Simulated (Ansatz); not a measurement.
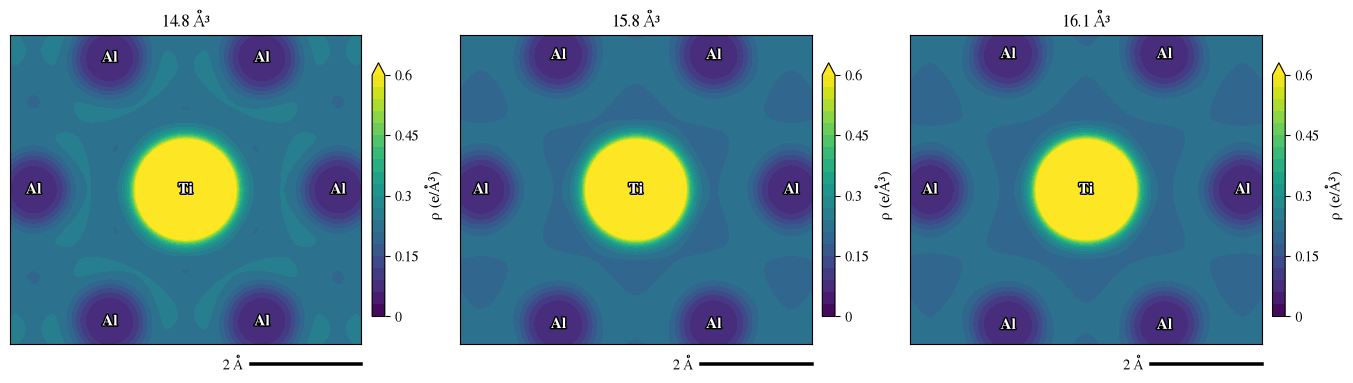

TiAl$_{3}$. The valence charge density (pseudo) of cells scaled evenly to different volumes (given per atom above each panel), on the (111) plane of each (indices in the axes of the cell below), at one length scale and on one colour scale.

A structure from a database of computed crystals, not necessarily the ambient phase.

Theory: Kohn-Sham DFT of a periodic cell, LDA, Ansatz PAW (Ansatz 0.2.0).

The largest cell:

```
Ti Al
1.0
     4.00773    0.00000    0.00000
     0.00000    4.00773    0.00000
     0.00000    0.00000    4.00773
Ti Al
1 3
Direct
  0.00000 0.00000 0.00000
  0.00000 0.50000 0.50000
  0.50000 0.00000 0.50000
  0.50000 0.50000 0.00000
```

| volume (Å³/atom) | Al–Al contact in the plane (Å) | ρ at its midpoint (e/Å³) | pressure (GPa) | 
| --- | --- | --- | --- |
| 14.85 | 2.759 | 0.235 | 0.8 | 
| 15.16 | 2.778 | ? | ? | 
| 15.78 | 2.816 | 0.219 | −5.7 | 
| 16.09 | 2.834 | 0.214 | −7.4 | 

What values belong in the row with question marks?

Answer. Over the known rows ln ρ falls by 1.25 per Å of Al–Al distance (a least-squares line), which gives 0.230 e/Å³ at 2.778 Å; the calculation gives 0.229 e/Å³. For the pressure, a straight line in volume between the neighbouring rows gives −1.4 GPa; the calculation gives −1.6.
